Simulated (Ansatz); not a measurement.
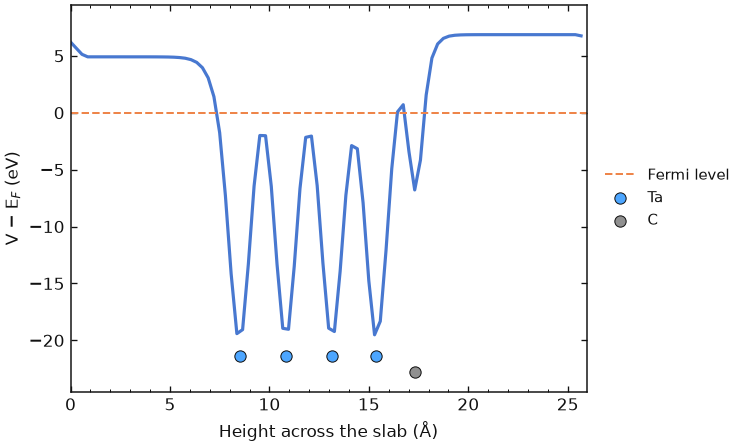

Plane-averaged electrostatic potential energy of an electron across the slab; circles at the bottom mark the heights of the atoms (positions after relaxation).

The material is a (110) slab cut from Ta (Im-3m), of composition Ta₄C (not the bulk's), ended by Ta planes, 5 atoms in the cell.

Level of theory: DFT PBEsol, scalar-relativistic, plane waves, PAW, no spin polarisation, 11×11×1 k mesh, 420 eV cutoff, Gaussian smearing of 0.1 eV; code Ansatz.

> Read off the work function of each face.

The work function is 6.86 eV at the right face and 4.91 eV at the left.

> How thick are slab and vacuum?

The outermost atoms are 8.8 Å apart, which leaves 17.1 Å of vacuum in a cell 26.0 Å high.

> Do the two faces differ, and what does that say about the slab's dipole?

The vacuum level is 1.95 eV higher at the right than at the left, so the slab carries a dipole along its normal; the ramp in the vacuum, at or near the edge of the plot, is the dipole correction that keeps each side flat. Some atoms were held fixed in the relaxation, which can itself make the faces differ.

Spin-orbit coupling is left out, which matters for Ta.
